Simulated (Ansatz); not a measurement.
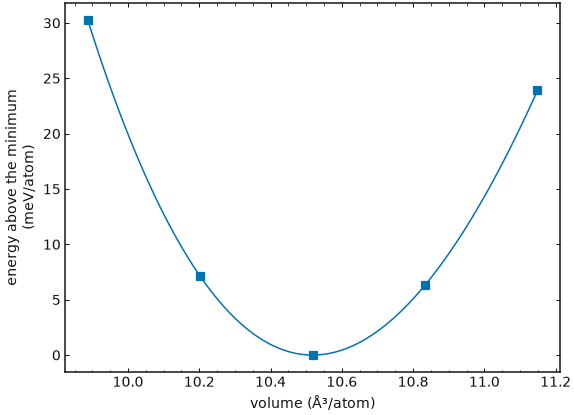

The plot gives the computed energy above the minimum against volume for CoPtO₂, space group R-3m (No. 166).

The given structure:
```cif
data_structure
_symmetry_space_group_name_H-M 'P 1'
_symmetry_Int_Tables_number 1
_cell_length_a 6.1848
_cell_length_b 6.1848
_cell_length_c 6.1848
_cell_angle_alpha 26.687
_cell_angle_beta 26.687
_cell_angle_gamma 26.687
_cell_volume 42.07
loop_
_atom_site_label
_atom_site_type_symbol
_atom_site_fract_x
_atom_site_fract_y
_atom_site_fract_z
_atom_site_occupancy
Co1 Co 0.50000 0.50000 0.50000 1
Pt1 Pt 0.00000 0.00000 0.00000 1
O1 O 0.88765 0.88765 0.88765 1
O2 O 0.11235 0.11235 0.11235 1
```

Computed with Ansatz 0.2.0: third-order Birch-Murnaghan fit to density functional energies at scaled volumes of the given relaxed cell, shape and atoms relaxed at each volume; energies count from the fitted minimum; plane waves with PAW datasets, Γ-centred k mesh. Level: PBE, no spin polarisation.

wave cutoff 420 eV; k mesh 18×18×18; occupations Gaussian; smearing width 0.1 eV.

From this curve and the settings, what does the calculation give for the pressure at the same points?

The pressure falls from 16.35 GPa at volume 9.887 Å³/atom to −11.45 GPa at 11.149 Å³/atom, and changes sign near 10.52 Å³/atom.

| volume (Å³/atom) | pressure (GPa) |
| --- | --- |
| 9.887 | 16.35 |
| 10.203 | 7.47 |
| 10.518 | 0.01 |
| 10.834 | −6.24 |
| 11.149 | −11.45 |

Caveats: no spin polarisation, a magnetic state may lie lower.
